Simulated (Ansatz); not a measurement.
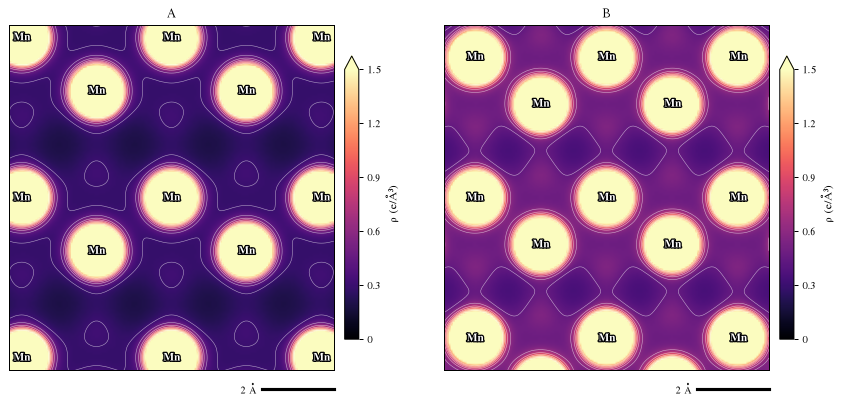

Mn. The valence pseudo-density of two cells that differ in size, on the (110) plane of each (indices in the axes of the calculation cell), at one length scale and on one colour scale; one has 8.2 and the other 12.0 Å³ an atom.

These are results of DFT, PBE, PAW with Ansatz's default frozen-core files, scalar-relativistic in Ansatz 0.2.0, not measurements.

Core electrons are frozen (PAW), and the valence fields are smoothed inside the atomic spheres.

The larger cell:

```
Mn
1.0
     2.57926    0.00000    0.00000
    -1.28963    2.23371    0.00000
     0.00000    0.00000    4.18120
Mn
2
Direct
  0.66667 0.33333 0.75000
  0.33333 0.66667 0.25000
```

The smaller cell: a = 2.267 Å, b = 2.267 Å, c = 3.674 Å, α = 90.00°, β = 90.00°, γ = 120.00°.

Which is the denser cell? Describe the effect of the change.

Answer. Panel B is the smaller cell, by 32 % in volume. From the larger cell to the smaller, Mn–Mn goes from 2.57 to 2.26 Å, and the density at its midpoint from 0.33 to 0.56 e/Å³; the pressure goes from −25 to 136 GPa.
